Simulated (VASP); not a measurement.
**C: single-point calculation (part 2 of 2)**

The same run, continued: C (P1, 16 atoms in the cell); Kohn-Sham DFT of a periodic cell, LDA, VASP PAW LDA potentials, recommended, no spin polarisation (VASP 6.6.1); cutoff 520 eV, 3×3×3 k-mesh, fermi-dirac of 0.24 eV. The structure was built on a prototype by a generator; it need not be a known phase. It belongs to a series of runs on one base structure; here: dynamics from the last frame of the run before.

Geometry of the input (Å; fractional positions):
```
0.0000  3.6852  3.6852
3.6852  0.0000  3.6852
3.6852  3.6852  0.0000
C  -0.0159  0.0432  -0.0076
C  0.0969  0.1528  0.1385
C  -0.0272  0.0220  0.5494
C  0.1600  0.1182  0.6166
C  -0.0055  0.5191  0.0298
C  0.1150  0.6595  0.1254
C  0.0243  0.4709  0.5167
C  0.1361  0.6235  0.6429
C  0.4738  -0.0127  0.0455
C  0.6139  0.1537  0.1089
C  0.5354  -0.0007  0.4666
C  0.6023  0.1537  0.6490
C  0.5001  0.5373  0.0181
C  0.6098  0.6526  0.1317
C  0.4909  0.4889  0.5239
C  0.6667  0.5856  0.6425
```

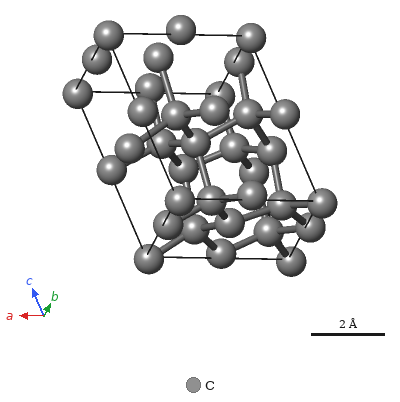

**Figure 1.** The structure as given in the input (ball-and-stick view of the cell of the calculation, set on other vectors, seen at an oblique angle).

Parts of OUTCAR, continued
```
 k-point     1 :       0.0000    0.0000    0.0000
  band No.  band energies     occupation
      1     -11.8484      2.00000
      2      -7.2904      2.00000
      3      -6.7691      2.00000
      4      -6.3835      2.00000
      5      -6.1077      2.00000
      6      -4.8785      2.00000
      7      -4.4928      2.00000
      8      -4.4253      2.00000
      9      -3.9187      2.00000
     10      -3.7889      2.00000
     11      -3.6205      2.00000
     12      -3.4845      2.00000
     13      -3.1944      2.00000
     14      -2.9617      2.00000
     15      -2.7389      2.00000
     16       2.0718      2.00000
     17       2.3675      2.00000
     18       2.6500      2.00000
     19       2.7328      2.00000
     20       2.8248      2.00000
     21       3.0702      2.00000
     22       4.5259      2.00000
     23       5.2510      2.00000
     24       5.6352      2.00000
     25       5.7585      2.00000
     26       5.8711      2.00000
     27       6.1300      2.00000
     28       6.6436      2.00000
     29       6.8659      2.00000
     30       7.8277      1.99991
     31       8.4541      1.99876
     32       9.3339      1.95282
     33      11.3748      0.01664
     34      11.7798      0.00310
     35      11.9375      0.00161
     36      12.2873      0.00037
     37      12.7304      0.00006
     38      13.0599      0.00001
     39      13.1636      0.00001
     40      13.7210      0.00000
     41      14.3223      0.00000
     42      14.5333      0.00000
     43      15.0664      0.00000
     44      15.2619      0.00000

 k-point     2 :       0.3333    0.0000    0.0000
  band No.  band energies     occupation
      1     -11.1506      2.00000
      2      -9.1123      2.00000
      3      -7.0372      2.00000
      4      -6.5152      2.00000
      5      -6.3343      2.00000
      6      -6.1450      2.00000
      7      -5.4237      2.00000
      8      -5.1570      2.00000
      9      -3.0542      2.00000
     10      -2.9248      2.00000
     11      -2.5294      2.00000
     12      -1.6215      2.00000
     13      -1.1593      2.00000
     14      -0.8049      2.00000
     15      -0.2250      2.00000
     16       0.9917      2.00000
     17       1.2420      2.00000
     18       1.5290      2.00000
     19       2.8039      2.00000
     20       2.9265      2.00000
     21       3.3543      2.00000
     22       3.4915      2.00000
     23       3.6459      2.00000
     24       3.8901      2.00000
     25       4.5567      2.00000
     26       4.6743      2.00000
     27       5.1095      2.00000
     28       5.3994      2.00000
     29       6.3366      2.00000
     30       6.9404      2.00000
     31       7.6042      1.99996
     32       8.2413      1.99949
     33      12.0592      0.00097
     34      12.4711      0.00017
     35      12.6748      0.00007
     36      13.7670      0.00000
     37      14.0323      0.00000
     38      14.2864      0.00000
     39      14.4276      0.00000
     40      14.6239      0.00000
     41      14.8329      0.00000
     42      15.2414      0.00000
     43      15.7190      0.00000
     44      15.9785      0.00000

 k-point     3 :       0.0000    0.3333    0.0000
  band No.  band energies     occupation
      1     -11.1589      2.00000
      2      -9.1022      2.00000
      3      -7.0057      2.00000
      4      -6.5984      2.00000
      5      -6.2545      2.00000
      6      -6.0413      2.00000
      7      -5.5478      2.00000
      8      -5.2202      2.00000
      9      -3.1801      2.00000
     10      -2.7014      2.00000
     11      -2.4257      2.00000
     12      -1.6039      2.00000
     13      -1.0923      2.00000
     14      -0.8714      2.00000
     15      -0.3940      2.00000
     16       0.8011      2.00000
     17       1.1431      2.00000
     18       1.4877      2.00000
     19       2.7191      2.00000
     20       3.0273      2.00000
     21       3.3261      2.00000
     22       3.4700      2.00000
     23       3.8539      2.00000
     24       4.2139      2.00000
     25       4.4487      2.00000
     26       5.0189      2.00000
     27       5.2041      2.00000
     28       5.4215      2.00000
     29       6.0428      2.00000
     30       6.8966      2.00000
     31       7.2628      1.99999
     32       8.1651      1.99963
     33      12.3507      0.00029
     34      12.7167      0.00006
     35      13.0493      0.00002
     36      13.6747      0.00000
     37      13.9230      0.00000
     38      14.2914      0.00000
     39      14.4855      0.00000
     40      14.7107      0.00000
     41      15.1194      0.00000
     42      15.4379      0.00000
     43      15.5171      0.00000
     44      15.9236      0.00000

 k-point     4 :       0.0000    0.0000    0.3333
  band No.  band energies     occupation
      1     -11.1541      2.00000
      2      -9.1249      2.00000
      3      -6.9936      2.00000
      4      -6.4919      2.00000
      5      -6.3178      2.00000
      6      -5.9985      2.00000
      7      -5.4981      2.00000
      8      -5.1139      2.00000
      9      -3.2986      2.00000
     10      -3.0336      2.00000
     11      -2.6640      2.00000
     12      -1.6407      2.00000
     13      -1.4715      2.00000
     14      -1.0150      2.00000
     15      -0.0341      2.00000
     16       1.3214      2.00000
     17       1.6675      2.00000
     18       1.8795      2.00000
     19       2.6823      2.00000
     20       2.9870      2.00000
     21       3.2642      2.00000
     22       3.5671      2.00000
     23       3.8186      2.00000
     24       4.2982      2.00000
     25       4.5766      2.00000
     26       4.8471      2.00000
     27       5.3431      2.00000
     28       5.4274      2.00000
     29       5.9746      2.00000
     30       6.2630      2.00000
     31       7.2355      1.99999
     32       7.8547      1.99990
     33      12.2286      0.00048
     34      12.5228      0.00014
     35      12.9886      0.00002
     36      13.6746      0.00000
     37      13.8583      0.00000
     38      14.0504      0.00000
     39      14.2369      0.00000
     40      14.5928      0.00000
     41      14.9361      0.00000
     42      15.2754      0.00000
     43      15.5633      0.00000
     44      15.8077      0.00000

 k-point     5 :       0.3333    0.3333    0.3333
  band No.  band energies     occupation
      1     -11.1481      2.00000
      2      -9.1229      2.00000
      3      -7.0689      2.00000
      4      -6.5387      2.00000
      5      -6.3740      2.00000
      6      -5.9896      2.00000
      7      -5.4737      2.00000
      8      -5.0669      2.00000
      9      -3.2661      2.00000
     10      -2.8951      2.00000
     11      -2.3949      2.00000
     12      -1.5596      2.00000
     13      -1.1881      2.00000
     14      -0.9647      2.00000
     15      -0.2337      2.00000
     16       0.7894      2.00000
     17       1.2533      2.00000
     18       1.5360      2.00000
     19       2.8898      2.00000
     20       3.1041      2.00000
     21       3.2210      2.00000
     22       3.4940      2.00000
     23       3.8375      2.00000
     24       4.0581      2.00000
     25       4.6978      2.00000
     26       4.8746      2.00000
     27       5.0785      2.00000
     28       5.3729      2.00000
     29       6.1459      2.00000
     30       6.6781      2.00000
     31       7.3489      1.99999
     32       8.2840      1.99939
     33      12.0635      0.00095
     34      12.7642      0.00005
     35      13.0050      0.00002
     36      13.4699      0.00000
     37      14.0159      0.00000
     38      14.4344      0.00000
     39      14.5898      0.00000
     40      14.7869      0.00000
     41      14.9807      0.00000
     42      15.0747      0.00000
     43      15.7209      0.00000
     44      16.0521      0.00000

 [... the levels of 8 k-points are left out ...]

 k-point    14 :       0.3333   -0.3333   -0.3333
  band No.  band energies     occupation
      1     -10.0350      2.00000
      2      -9.5788      2.00000
      3      -8.9450      2.00000
      4      -7.6307      2.00000
      5      -6.7228      2.00000
      6      -5.3604      2.00000
      7      -4.9278      2.00000
      8      -4.5051      2.00000
      9      -2.6285      2.00000
     10      -2.2642      2.00000
     11      -2.0422      2.00000
     12      -0.5410      2.00000
     13      -0.0973      2.00000
     14       0.5729      2.00000
     15       0.7390      2.00000
     16       0.9544      2.00000
     17       1.1898      2.00000
     18       1.5987      2.00000
     19       1.7444      2.00000
     20       2.1061      2.00000
     21       2.6749      2.00000
     22       2.9872      2.00000
     23       3.2355      2.00000
     24       3.4678      2.00000
     25       3.7006      2.00000
     26       4.3001      2.00000
     27       4.4956      2.00000
     28       4.7666      2.00000
     29       5.3281      2.00000
     30       5.7179      2.00000
     31       5.9288      2.00000
     32       7.8068      1.99992
     33      12.5752      0.00011
     34      13.2437      0.00001
     35      13.7339      0.00000
     36      14.2515      0.00000
     37      14.8867      0.00000
     38      15.3992      0.00000
     39      15.7216      0.00000
     40      15.9513      0.00000
     41      16.1180      0.00000
     42      16.4609      0.00000
     43      16.5493      0.00000
     44      17.0079      0.00000
 [bands above 44 left out]

------------------------ aborting loop because EDIFF is reached ----------------------------------------

  FORCE on cell =-STRESS in cart. coord.  units (eV):
  Direction    XX          YY          ZZ          XY          YZ          ZX
  --------------------------------------------------------------------------------------
  -------------------------------------------------------------------------------------
  Total      -24.6131511    -23.7775142    -23.3563356      0.9109554     -1.8428560      2.4115563
  in kB     -393.9584995   -380.5832815   -373.8418903     14.5807675    -29.4967830     38.5994097
  external PRESSURE =    -382.7945571 kB  Pullay stress =       0.0000000 kB

 VOLUME and BASIS-vectors are now :
 -----------------------------------------------------------------------------
  energy-cutoff  :      520.00
  volume of cell :      100.10
      direct lattice vectors                 reciprocal lattice vectors
     0.000000000  3.685240000  3.685240000    -0.135676374  0.135676374  0.135676374
     3.685240000  0.000000000  3.685240000     0.135676374 -0.135676374  0.135676374
     3.685240000  3.685240000  0.000000000     0.135676374  0.135676374 -0.135676374

 POSITION                                       TOTAL-FORCE (eV/Angst)
 -----------------------------------------------------------------------------------
      3.81634      7.28378      3.78564        -1.461396      2.635774     -1.142735
      1.07350      0.86760      0.92000         0.836073      2.507323     -0.502555
      2.10610      5.60974      3.66614        -5.476680     -1.443185      0.409101
      2.70790      2.86190      1.02510         1.700807     -0.623969     -1.243397
      2.02300      3.77484      5.57794        -2.593983     -2.255351      0.266097
      2.89280      0.88600      2.85420         0.140683      2.436045     -0.158246
      3.63950      1.99370      1.82480         2.562765     -1.872289      3.152090
      4.66720      2.87090      2.79950         2.087302     -1.329944     -1.505667
      3.80634      1.91410      5.38474         2.254148     -5.083781      5.397269
      0.96770      2.66350      2.82860         1.290527      3.388759     -0.363502
      5.40244      3.69270      5.65594         3.456222      2.136119     -2.233001
      2.95820      4.61160      2.78600        -5.233058      2.326391     -2.506864
      2.04670      1.90970      3.82280        -5.137206     -3.700732     -3.332487
      2.89030      2.73260      4.65230        -0.353392      4.905846     -1.122684
      3.73260      3.73970      3.61080         2.686897      0.221041      3.558030
      4.52580      4.82460      4.61490         3.240291     -4.248048      1.328551
 -----------------------------------------------------------------------------------
    total drift:                               -0.025148      0.003717      0.004030

  FREE ENERGIE OF THE ION-ELECTRON SYSTEM (eV)
  ---------------------------------------------------
  free  energy   TOTEN  =      -155.0790821112 eV

  energy  without entropy=     -155.0733494373  energy(sigma->0) =     -155.07621577
```

CONTCAR
```
C
   1.00000000000000
     0.0000000000000000    3.6852399999999998    3.6852399999999998
     3.6852399999999998    0.0000000000000000    3.6852399999999998
     3.6852399999999998    3.6852399999999998    0.0000000000000000
  C
    16
Direct
     0.9840715937000013    0.0431722221999991    0.9924021230999998
     0.0968864986000000    0.1527580293000028    0.1385391453000011
     0.9727697518000014    0.0220474107999991    0.5494486111999990
     0.1599760124000014    0.1181876893000009    0.6166084162999965
     0.9944779715999985    0.5191113739999977    0.0298352346000001
     0.1149721592000006    0.6595228532999968    0.1254463753000010
     0.0242860708999970    0.4708784230999967    0.5167099021999988
     0.1361105383000023    0.6235414789999965    0.6429160651999979
     0.4738497357000000    0.9873142590000015    0.0455465587000035
     0.6138541859000028    0.1536941963000018    0.1088938576999965
     0.5354061064999982    0.9993487533999996    0.4666181850000015
     0.6023216940999987    0.1536670610000002    0.6490486372999982
     0.5000759787999982    0.5372513052000016    0.0181263635000022
     0.6098110299000012    0.6526033582999986    0.1316874884999990
     0.4908635529999970    0.4889369484999975    0.5239143176999974
     0.6666729981999993    0.5855927972000003    0.6424954683999999

  0.00000000E+00  0.00000000E+00  0.00000000E+00
  0.00000000E+00  0.00000000E+00  0.00000000E+00
  0.00000000E+00  0.00000000E+00  0.00000000E+00
  0.00000000E+00  0.00000000E+00  0.00000000E+00
  0.00000000E+00  0.00000000E+00  0.00000000E+00
  0.00000000E+00  0.00000000E+00  0.00000000E+00
  0.00000000E+00  0.00000000E+00  0.00000000E+00
  0.00000000E+00  0.00000000E+00  0.00000000E+00
  0.00000000E+00  0.00000000E+00  0.00000000E+00
  0.00000000E+00  0.00000000E+00  0.00000000E+00
  0.00000000E+00  0.00000000E+00  0.00000000E+00
  0.00000000E+00  0.00000000E+00  0.00000000E+00
  0.00000000E+00  0.00000000E+00  0.00000000E+00
  0.00000000E+00  0.00000000E+00  0.00000000E+00
  0.00000000E+00  0.00000000E+00  0.00000000E+00
  0.00000000E+00  0.00000000E+00  0.00000000E+00
```

Results in brief

```json
{"quantity": "outcome", "value": "converged"}
{"quantity": "space group (tolerance 0.01 Å)", "value": "P1 (1)"}
{"quantity": "electrons treated", "value": "64"}
{"quantity": "free energy", "value": "−155.0791 eV"}
{"quantity": "Fermi energy", "value": "10.227 eV"}
{"quantity": "gap on the k-point mesh", "value": "2.04 eV"}
{"quantity": "pressure", "value": "−38.28 GPa"}
{"quantity": "largest force (length of the vector)", "value": "7.750 eV/Å"}
{"quantity": "hardware", "value": "1 thread of AMD EPYC (Zen 3), 64 GiB of memory available, shared host"}
{"quantity": "wall time", "value": "2.6 min"}
{"quantity": "peak memory", "value": "0.16 GiB"}
```

Points of doubt noted for this run: lda forms differ. The cell is under a tension of 38 GPa at this level, so it is not at its equilibrium volume.
